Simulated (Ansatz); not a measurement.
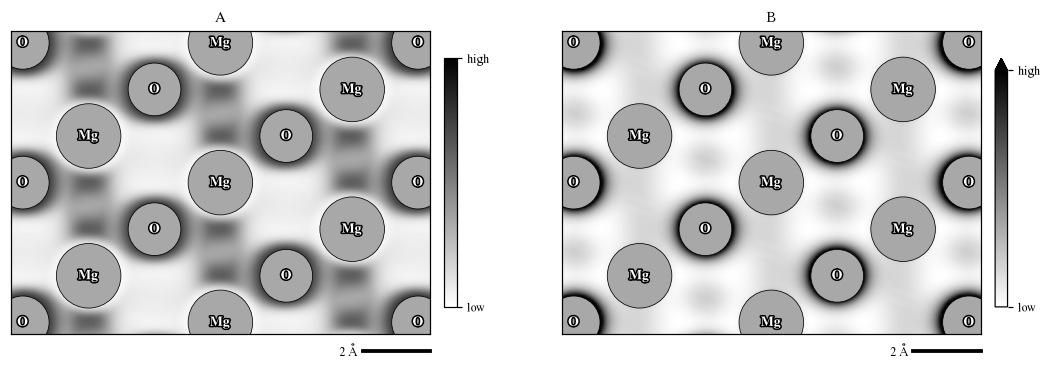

MgO: 2 fields on the (110) plane of the conventional cell, with unlabelled colour scales. Grey discs cover the atomic cores.

Space group R-3m; computed pressure about 28 GPa in this cell.

Method: Ansatz 0.2.0, DFT PBEsol, scalar-relativistic, plane waves, PAW.

Which field does each panel show? The fields are: electron localisation function and valence pseudo-density.

Panel A: electron localisation function. Panel B: valence pseudo-density. From the grid: Mg–O (2.40 Å): ρ is about 0.2 e/Å³ halfway; the ELF is about 0.25 at the midpoint: no localised pair shows between them.
